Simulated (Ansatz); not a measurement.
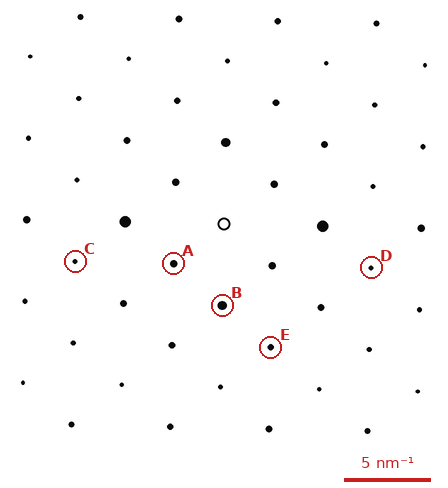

The pattern is a kinematic simulation for 200 kV electrons (no multiple scattering; isotropic B = 0.3 Å²). The zone axis points towards the electron source and the pattern is seen from the source side.

Crystal: TiSe2, space group P-3m1 (No. 164), a = 3.464 Å, c = 5.860 Å (hexagonal axes). Structure: coordinates from a relaxation at fixed volume with Ansatz 0.2.0, DFT PBEsol, scalar-relativistic, plane waves, PAW.

Spot A is indexed -1 1 1 and spot B -1 0 2.

### Give hkl for C, D, E.

C = 3A − B = -2 3 1 (d = 1.113 Å). D = −3A + 2B = 1 -3 1 (d = 1.113 Å). E = −A + 2B = -1 -1 3 (d = 1.296 Å).

### Give [uvw].

The cross product of A and B is parallel to [211]; every spot obeys hu + kv + lw = 0.

### What are the spacings of A and B and the angle between them?

d(A) = 2.671 Å, d(B) = 2.096 Å, and the angle is 50.4°.
